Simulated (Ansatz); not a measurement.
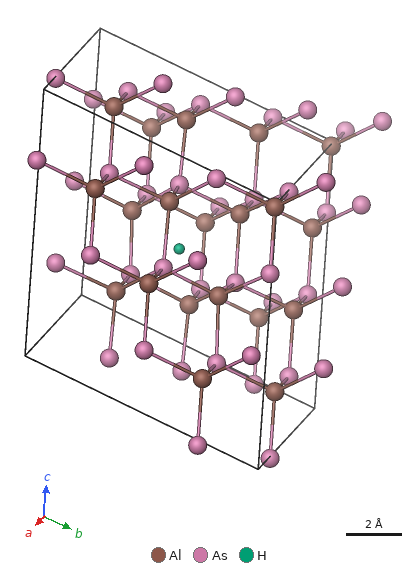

A defect cell of composition Al₁₆As₁₆H, before the relaxation. The picture is a ball-and-stick view of the cell of the calculation (origin shifted), seen slightly off an axis.

Case: H interstitial, charge +0, atoms relaxed at the host's cell.

These are results of DFT PBE, scalar-relativistic, plane waves, PAW (Ansatz), not measurements.

Input file:
```yaml
crystal:
  lattice:
    - [-5.7279123196, 5.7279123196, -5.7279123196]
    - [5.7279123196, -5.7279123196, -5.7279123196]
    - [-5.7279123196, -5.7279123196, 5.7279123196]
  atoms:
    - { symbol: Al, position: [0.4982635947, 0.2579011827, 0.2537545604], spin: 0.091 }
    - { symbol: Al, position: [0.2559117128, 0.2488169128, 0.4970134299], spin: 0.091 }
    - { symbol: Al, position: [0.0, 0.25, 0.75] }
    - { symbol: Al, position: [0.75, 0.0, 0.25] }
    - { symbol: Al, position: [0.75, 0.25, 0.0] }
    - { symbol: Al, position: [0.5, 0.0, 0.5] }
    - { symbol: Al, position: [0.25, 0.0, 0.75] }
    - { symbol: Al, position: [0.0, 0.75, 0.25] }
    - { symbol: Al, position: [1.0, 1.0, 1.0] }
    - { symbol: Al, position: [0.7513620518, 0.7389661864, 0.4986090507], spin: 0.091 }
    - { symbol: Al, position: [0.4895003065, 0.747515525, 0.7495223982], spin: 0.091 }
    - { symbol: Al, position: [0.2543473895, 0.5122783011, 0.2555840914], spin: 0.091 }
    - { symbol: Al, position: [0.25, 0.75, 0.0] }
    - { symbol: Al, position: [0.0, 0.5, 0.5] }
    - { symbol: Al, position: [0.744519866, 0.5067283218, 0.7524159178], spin: 0.091 }
    - { symbol: Al, position: [0.5, 0.5, 0.0] }
    - { symbol: As, position: [0.5, 0.0, 0.25] }
    - { symbol: As, position: [0.25, 0.0, 0.5] }
    - { symbol: As, position: [0.0, 0.0, 0.75] }
    - { symbol: As, position: [0.75, 0.75, 0.25] }
    - { symbol: As, position: [0.75, 0.0, 0.0] }
    - { symbol: As, position: [0.5035176089, 0.7513712248, 0.4967301205], spin: 0.091 }
    - { symbol: As, position: [0.25, 0.75, 0.75] }
    - { symbol: As, position: [0.0, 0.5, 0.25] }
    - { symbol: As, position: [0.0, 0.75, 0.0] }
    - { symbol: As, position: [0.74998592, 0.5014621555, 0.5024930881], spin: 0.091 }
    - { symbol: As, position: [0.4928231624, 0.4881244895, 0.7502728506], spin: 0.091 }
    - { symbol: As, position: [0.2530157351, 0.2599968594, 0.26121516], spin: 0.091 }
    - { symbol: As, position: [0.25, 0.5, 0.0] }
    - { symbol: As, position: [0.0, 0.25, 0.5] }
    - { symbol: As, position: [0.75, 0.25, 0.75] }
    - { symbol: As, position: [0.5, 0.25, 0.0] }
    - { symbol: H, position: [0.5004795867, 0.5079883588, 0.5195552406], spin: 0.091 }
  host:
    lattice:
      - [0.0, 2.8639561598, 2.8639561598]
      - [2.8639561598, 0.0, 2.8639561598]
      - [2.8639561598, 2.8639561598, 0.0]
    atoms:
      - { symbol: Al, position: [0.0, 0.0, 0.0] }
      - { symbol: As, position: [0.75, 0.75, 0.75] }
basis:
  ecutwfc: 420
  xc_grid: 2
kpoints:
  mp_grid: { grid: [2, 2, 2], shift: [0.5, 0.5, 0.5] }
hamiltonian:
  xc: pbe
scf:
  occupations: { method: gaussian, width: 0.01 }
output:
  forces: true
  stress: false
  eigenvalues: true
  populations: true
  charged_corrections:
    defect_position: [0.5, 0.5, 0.5]
    epsilon: [[11.5641, 0.0, 0.0], [0.0, 11.5641, 0.0], [0.0, 0.0, 11.5641]]
  write_density: true
  write_potential: true
  elf: true
  volumetric_format: npy
magnetization:
  spin_polarized: true
relax:
  adjacent_minimum: "off"
  f_tol: 0.025
  max_steps: 45
```

Command:
```bash
ansatz run input.yaml --threads 4 --pin off --max-ram 10240MiB --backend cpu --events-out ev --progress --plain --runs-dir out
```

Question: Predict the outcome.

Answer: After 7 accepted moves (9 points after the start) the energy has fallen by 0.409 eV per cell of the calculation. Largest force component: 0.87 eV/Å at the start, 0.011 eV/Å at the end. The line search rejected the trial step at point 6 of the run. 1 step only repeated the SCF at the same geometry. The atom that moves furthest is H33 (0.42 Å roughly along +c). Largest moves by element: H 0.42 Å, As 0.22 Å, Al 0.15 Å. The cell stays as it was. Some distances before and after: As27–H33 2.385 → 1.771 Å, Al16–As27 2.416 → 2.642 Å, Al10–As26 2.365 → 2.480 Å, Al2–As28 2.370 → 2.477 Å. New bonds form, among them: As27–H33 (2.39 → 1.77 Å). Among the angles between lasting bonds that change: Al2–As27–Al16 115.0° → 106.7°, As26–Al15–As27 112.7° → 106.0°, As27–Al2–As28 111.8° → 106.0°.

After the run, drawn alike:

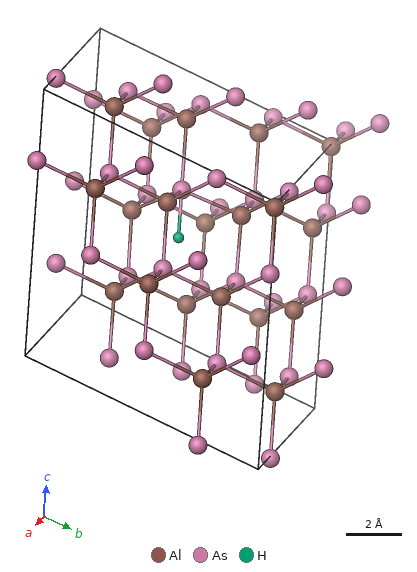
